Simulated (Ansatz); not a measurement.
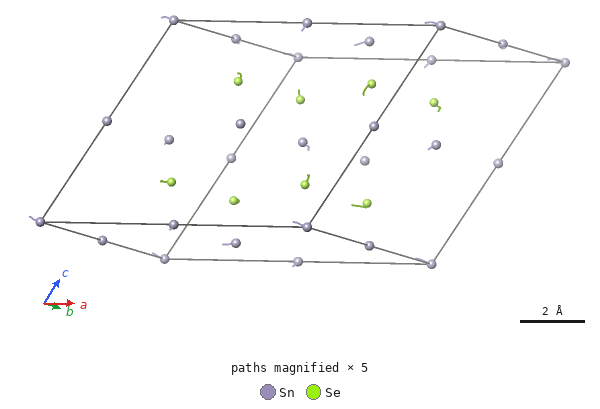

Molecular dynamics of a 16-atom cell of SnSe (built on the measured structure type), of which 66 fs are on record. Lines trace each atom's path, in the colour of its element; spheres stand at the starting positions. The excursions are magnified 5 times. Seen from a free direction in the reduced simulation cell.

Theory: DFT, r2SCAN, plane waves, PAW in Ansatz. Settings: plane-wave cutoff 500 eV; k-point mesh 2 × 2 × 2; Fermi-Dirac smearing 0.02 eV; Langevin thermostat and barostat (NPT); set temperature 100 K; time step 3 fs.

Input
```yaml
crystal:
  lattice:
    - [0.0, 5.9697789912, 5.9697789912]
    - [5.9697789912, 0.0, 5.9697789912]
    - [5.9697789912, 5.9697789912, 0.0]
  atoms:
    - { symbol: Sn, position: [0.0, 0.0, 0.0] }
    - { symbol: Se, position: [0.25, 0.25, 0.25] }
    - { symbol: Sn, position: [0.0, 0.0, 0.5] }
    - { symbol: Se, position: [0.25, 0.25, 0.75] }
    - { symbol: Sn, position: [0.0, 0.5, 0.0] }
    - { symbol: Se, position: [0.25, 0.75, 0.25] }
    - { symbol: Sn, position: [0.0, 0.5, 0.5] }
    - { symbol: Se, position: [0.25, 0.75, 0.75] }
    - { symbol: Sn, position: [0.5, 0.0, 0.0] }
    - { symbol: Se, position: [0.75, 0.25, 0.25] }
    - { symbol: Sn, position: [0.5, 0.0, 0.5] }
    - { symbol: Se, position: [0.75, 0.25, 0.75] }
    - { symbol: Sn, position: [0.5, 0.5, 0.0] }
    - { symbol: Se, position: [0.75, 0.75, 0.25] }
    - { symbol: Sn, position: [0.5, 0.5, 0.5] }
    - { symbol: Se, position: [0.75, 0.75, 0.75] }
kpoints:
  mp_grid: { grid: [2, 2, 2] }
hamiltonian:
  xc: r2scan
scf:
  occupations: { method: fermi_dirac, width: 0.02 }
md:
  ensemble: npt_langevin
  temperature: 100
  timestep: 3.0
  n_steps: 30
  initial_velocities: maxwell_boltzmann
  seed: 4474
```

Run as
```bash
ansatz run input.yaml --threads 4 --pin off --max-ram 3686MiB --backend cpu --events-out ev --progress --plain --runs-dir out
```

Describe the motion.

Answer. Root-mean-square distances from the starting positions over the second half, with the common drift of all atoms taken out: Se 0.06 Å, Sn 0.06 Å. The run lasts only 66 fs, too short to tell vibration from diffusion. The mean temperature in the second half is 71 K (standard deviation 4 K). The potential energy in the second half lies on average 5.5 meV per atom above the first frame. The mean pressure there is 0.3 GPa. The volume ends −0.8 % from the start. The run was cut off by its time limit after 22 steps.
